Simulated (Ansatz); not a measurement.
Rh, as given below.

```cif
data_structure
_symmetry_space_group_name_H-M 'P6_3/mmc'
_symmetry_Int_Tables_number 194
_cell_length_a 2.7247
_cell_length_b 2.7247
_cell_length_c 4.3847
_cell_angle_alpha 90.000
_cell_angle_beta 90.000
_cell_angle_gamma 120.000
_cell_volume 28.19
loop_
_atom_site_label
_atom_site_type_symbol
_atom_site_symmetry_multiplicity
_atom_site_Wyckoff_symbol
_atom_site_fract_x
_atom_site_fract_y
_atom_site_fract_z
_atom_site_occupancy
Rh1 Rh 2 d 0.33333 0.66667 0.75000 1
```

It is based on coordinates from a relaxation with DFT PBE, scalar-relativistic, plane waves, PAW (Ansatz 0.2.0); the starting structure was generated, so it need not be a known form of this composition.

Predict the first 3 clear peaks of the neutron G(r) with σ = 0.10 Å, and name the atom pairs.

1. 2.71 Å: Rh–Rh at 2.70–2.72 Å
2. 3.83 Å: Rh–Rh at 3.83 Å
3. 4.70 Å: Rh–Rh at 4.70–4.72 Å

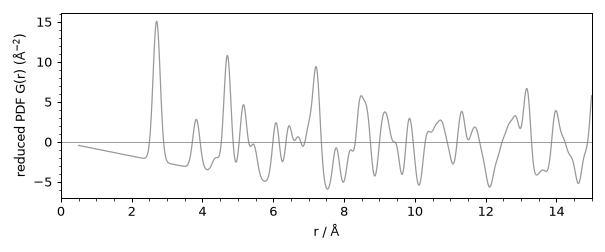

Computed neutron G(r), with each pair weighted by the product of the tabulated coherent neutron scattering lengths (natural isotope mix where the element has one) and a uniform peak width σ = 0.10 Å, damped by exp(−(Q_damp r)²/2) with Q_damp = 0.040 Å⁻¹. No termination ripples are included.
